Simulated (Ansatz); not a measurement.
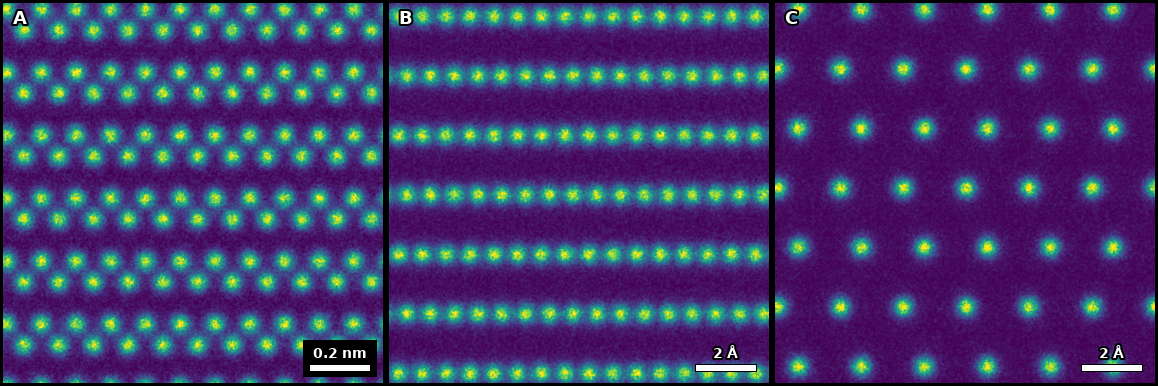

Three views of Cu (P6_3/mmc, No. 194) along different zone axes. Simulated incoherent Z contrast: every atom adds Z^1.6 spread by a probe of 0.50 Å full width; channelling and multiple scattering are left out. The probe carries 25 % of its weight in a tail 2.5 times as wide. Shot noise was added. Model: coordinates from a relaxation with DFT, LDA (PW92), plane waves (420 eV) with PAW, scalar-relativistic in Ansatz; the starting structure was generated, so it need not be a known form of this composition.

```cif
data_structure
_symmetry_space_group_name_H-M 'P6_3/mmc'
_symmetry_Int_Tables_number 194
_cell_length_a 2.4861
_cell_length_b 2.4861
_cell_length_c 4.0730
_cell_angle_alpha 90.000
_cell_angle_beta 90.000
_cell_angle_gamma 120.000
_cell_volume 21.80
loop_
_atom_site_label
_atom_site_type_symbol
_atom_site_symmetry_multiplicity
_atom_site_Wyckoff_symbol
_atom_site_fract_x
_atom_site_fract_y
_atom_site_fract_z
_atom_site_occupancy
Cu1 Cu 2 c 0.33333 0.66667 0.25000 1
```

### Match the panels to the zone axes [100], [102] and [310].

A is [102]: projected cell 1.19 × 2.15 Å, 90°, plane group p2mg. B is [310]: projected cell 0.81 × 4.07 Å, 90°. C is [100]: projected cell 2.15 × 4.07 Å, 90°, plane group p2mg.
